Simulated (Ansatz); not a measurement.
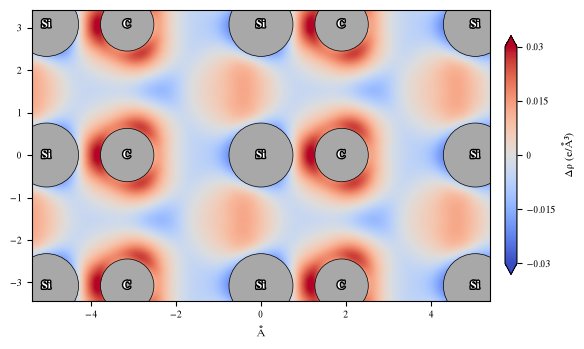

SiC. Difference of the valence pseudo-densities of two functionals at the same geometry, on the (11̄0) plane of the calculation cell: one of LDA and r2SCAN less the other.

Both computed with Ansatz (plane waves, PAW), on the same k-point mesh. Grey discs cover the atomic cores.

```xyz
4
Lattice="3.0760 0.0000 0.0000 -1.5380 2.6639 0.0000 0.0000 0.0000 5.0480" Properties=species:S:1:pos:R:3 pbc="T T T"
Si    0.0000    1.7759    0.0227
Si    1.5380    0.8880    2.5467
C     0.0000    1.7759    1.9208
C     1.5380    0.8880    4.4448
```

Question: Which was subtracted from which, and what does the map show?

Answer: It is r2SCAN less LDA. Against LDA, r2SCAN gives more density around C (+0.021 e/Å³ on average at 0.8 Å from the nucleus) and a change of +0.020 e/Å³ at the midpoint of Si–C.
